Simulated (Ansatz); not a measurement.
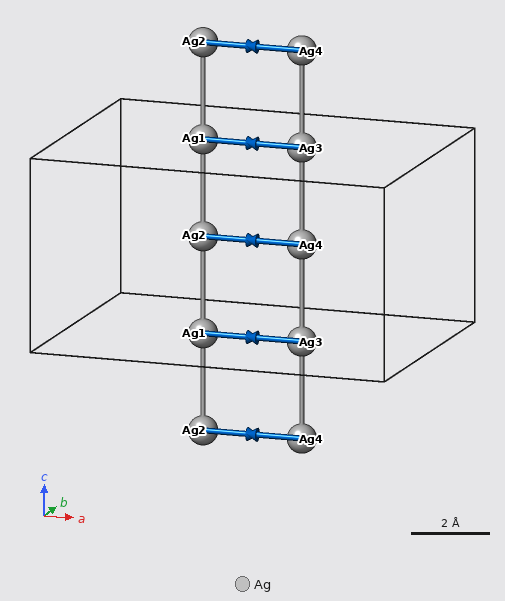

This is a relaxation of a wire of composition Ag. The starting structure is drawn; blue arrows show the displacements (the part carried along by the change of the cell is left out), magnified 30 times.

A ball-and-stick model of the cell of the calculation, with the vacuum cut short, seen slightly off an axis.

Case: ladder chain of atoms.

These are results of DFT PBEsol, scalar-relativistic, plane waves, PAW in Ansatz, not measurements.

Input
```yaml
crystal:
  lattice:
    - [11.7, 0.0, 0.0]
    - [0.0, 9.3, 0.0]
    - [0.0, 0.0, 5.1604230248]
  atoms:
    - { symbol: Ag, position: [0.3842212783, 0.5, 0.0], spin: 0.5 }
    - { symbol: Ag, position: [0.3842212783, 0.5, 0.5], spin: 0.5 }
    - { symbol: Ag, position: [0.6157787217, 0.5, 0.0], spin: 0.5 }
    - { symbol: Ag, position: [0.6157787217, 0.5, 0.5], spin: 0.5 }
basis:
  ecutwfc: 420
kpoints:
  mp_grid: { grid: [1, 1, 13] }
hamiltonian:
  xc: pbesol
scf:
  occupations: { method: gaussian, width: 0.05 }
output:
  forces: true
  stress: true
  eigenvalues: true
  populations: true
  write_density: true
  write_potential: true
  elf: true
  volumetric_format: npy
magnetization:
  spin_polarized: true
relax:
  adjacent_minimum: "off"
  f_tol: 0.01
  max_steps: 45
  cell: { fix: [a, b, alpha, beta, gamma], stress_tol: 0.03 }
```

Run as
```bash
ansatz run input.yaml --threads 2 --pin off --max-ram 5120MiB --backend cpu --events-out ev --progress --plain --runs-dir out
```

> Describe the change and its energy.

The energy falls by 66.7 meV per cell of the calculation in 3 accepted moves (4 points after the start). Largest force component: 0.4 eV/Å at the start, 0.0074 eV/Å at the end. The SCF was repeated once at an unchanged geometry on a basis and grid sized afresh for the cell, which shifted the energy by 0.4 meV per cell of the calculation at most. The largest moves relative to the layer's centre, 0.051 Å, are those of Ag1, Ag2, Ag3 and Ag4. Along the periodic axis the drawn cell goes c 5.160 → 5.252 Å (+1.8 %). Among the contacts that change: Ag1–Ag3 2.709 → 2.607 Å, Ag1–Ag2 2.580 → 2.626 Å. The program noted that the starting moments weren't kept. The run took 22 s on 2 threads of AMD EPYC 9R45 96-Core Processor (Zen 5), with other jobs on the host, peak memory 0.96 GiB.

Limits of the set-up: the k-point mesh is coarse for a cell with partly filled bands.
